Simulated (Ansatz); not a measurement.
System: GaSb3.

```xyz
8
Lattice="6.0391 0.0000 0.0000 0.0000 6.0391 0.0000 0.0000 0.0000 6.0391" Properties=species:S:1:pos:R:3 pbc="T T T"
Ga    0.0000    0.0000    0.0000
Ga    3.0196    3.0196    3.0196
Sb    3.0196    0.0000    0.0000
Sb    0.0000    3.0196    3.0196
Sb    0.0000    3.0196    0.0000
Sb    3.0196    0.0000    3.0196
Sb    0.0000    0.0000    3.0196
Sb    3.0196    3.0196    0.0000
```

Space group Im-3m; a generated structure, not necessarily the stable one.

These are results of DFT PBE, spin-orbit coupling, plane waves, PAW (Ansatz), not measurements.

Question: What will maps of the valence pseudo-density and electron localisation function show?

Answer: Ga–Sb (3.02 Å): the density is about 0.23 e/Å³ at the midpoint; the ELF peaks at about 0.60 between the atoms.
Sb–Sb (3.02 Å): the density is about 0.28 e/Å³ at the midpoint; the ELF reaches about 0.55 near the midpoint.

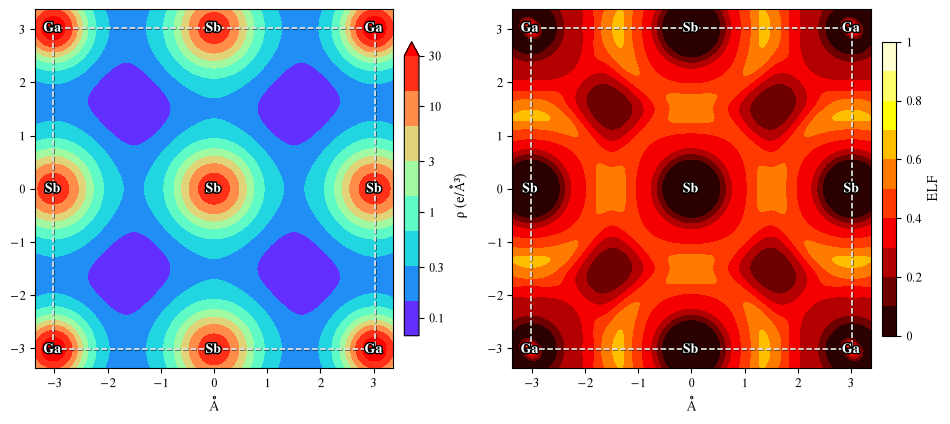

Computed valence pseudo-density and electron localisation function on the (010) plane of the conventional cell, in this order. 

In a PAW calculation such maps are meaningful between the atoms, not at the nuclei.
